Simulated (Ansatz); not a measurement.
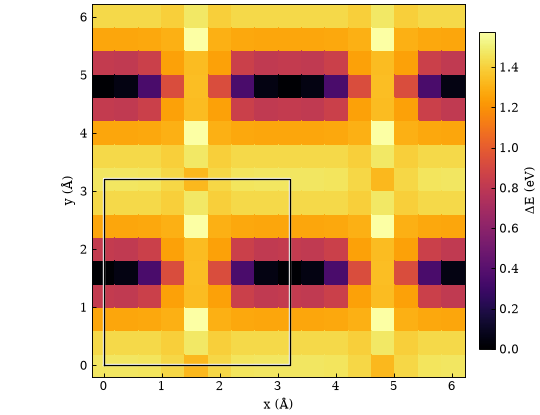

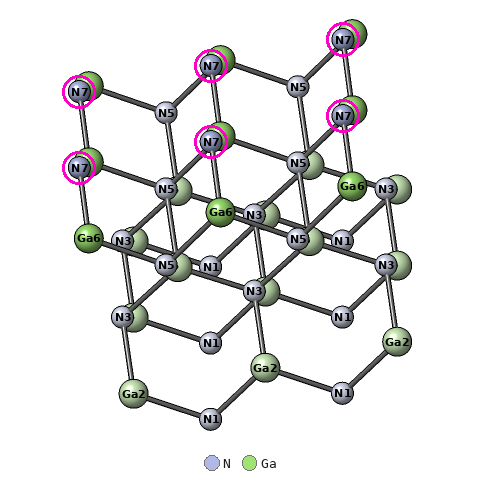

Energy landscape of N on a GaN(100) slab cut from the F-43m phase, its upper half relaxed before the scan (6 atoms of substrate and one adsorbate in a 1 × 1 cell). N is moved over the surface cell; relaxed at each place: the height of the adsorbate's atoms; substrate rigid; the origin of the map has the adsorbate above Ga6. Places are given modulo a cell vector. The map is drawn in real space over the plane of the surface. The scan uses an 8 × 8 grid; 25 points were computed and 39 follow by symmetry. Energies: eV, counted from the lowest grid point. Energies and slopes of some neighbouring points disagree (a jump in structure or state, or too coarse a mesh). The magnetic moment jumps between some neighbouring points. With one adsorbate in each 1 × 1 cell, its nearest image is 3.2 Å away, so neighbouring adsorbates interact. The calculation used DFT PBE, scalar-relativistic, plane waves, PAW (Ansatz). Settings: cutoff 420 eV, k-mesh 8×8×1, gaussian smearing 0.05 eV, spin-polarised.

Drawn: one coloured cell a grid point, the outline of one cell of the 2 × 2 shown. The second picture is the structure at the lowest point; rings mark the moved atoms.

### Describe this landscape.

The lowest grid point is at a bridge site between two Ga atoms, (0/8, 4/8) of the cell vectors. The highest grid point, (4/8, 2/8) of the cell vectors [nearest 2 Ga at 1.92 Å], lies 1.58 eV above the lowest. At the lowest point the adsorbate has 2 Ga at 1.88 Å as nearest neighbours, at the highest 2 Ga at 1.92 Å. Its relaxed height above the top atom is 0.96 Å at the lowest and 0.68 Å at the highest point.

The values on the grid:

```csv
"second ↓, first →",0/8,1/8,2/8,3/8,4/8,5/8,6/8,7/8
7/8,1.43,1.43,1.42,1.40,1.48,1.40,1.42,1.43
6/8,1.27,1.26,1.27,1.29,1.58,1.29,1.27,1.26
5/8,0.82,0.81,0.85,1.25,1.33,1.25,0.85,0.81
4/8,0.00,0.05,0.35,0.92,1.34,0.92,0.35,0.05
3/8,0.82,0.81,0.85,1.25,1.33,1.25,0.85,0.81
2/8,1.27,1.26,1.27,1.29,1.58,1.29,1.27,1.26
1/8,1.43,1.43,1.42,1.40,1.48,1.40,1.42,1.43
0/8,1.47,1.47,1.46,1.42,1.32,1.42,1.46,1.47
```

The input of one point:

```yaml
crystal:
  lattice:
    - [3.2165072845, 0.0, 0.0]
    - [0.0, 3.2165072845, 0.0]
    - [0.0, 0.0, 21.2198072894]
  atoms:
    - { symbol: "N", position: [0.0, 0.5, 0.1885031257] }
    - { symbol: Ga, position: [0.5, 0.5, 0.2420948968] }
    - { symbol: "N", position: [0.5, 0.0, 0.295686668] }
    - { symbol: Ga, position: [0.0, 0.0, 0.3470972838] }
    - { symbol: "N", position: [0.0, 0.5, 0.402997064] }
    - { symbol: Ga, position: [0.5, 0.5, 0.4580535137] }
    - { symbol: "N", position: [0.5, 1.0, 0.5048762044], spin: 3.0 }
basis:
  ecutwfc: 420
kpoints:
  mp_grid: { grid: [8, 8, 1] }
hamiltonian:
  xc: pbe
  pseudopotentials: { kind: paw, azcp: { folder: soft_1 } }
scf:
  occupations: { method: gaussian, width: 0.05 }
output:
  forces: true
  eigenvalues: true
  populations: true
  write_density: true
  write_potential: true
  elf: true
  volumetric_format: npy
magnetization:
  spin_polarized: true
relax:
  adjacent_minimum: "off"
  f_tol: 0.025
  max_steps: 16
  constraints: [{ sites: [0, 1, 2, 3, 4, 5] }, { sites: [6], fix: xy }]
efield:
  axis: 3
  dipole_correction: true
  ramp_width: 0.04
```

Each point was launched as `ansatz run input.yaml --threads 2 --pin off --max-ram 6144MiB --backend cpu --events-out ev --progress --plain --runs-dir out`. Time for the 25 points that were run: 28 min on 2 threads of Intel(R) Xeon(R) 6975P-C (Granite Rapids), on a shared host.
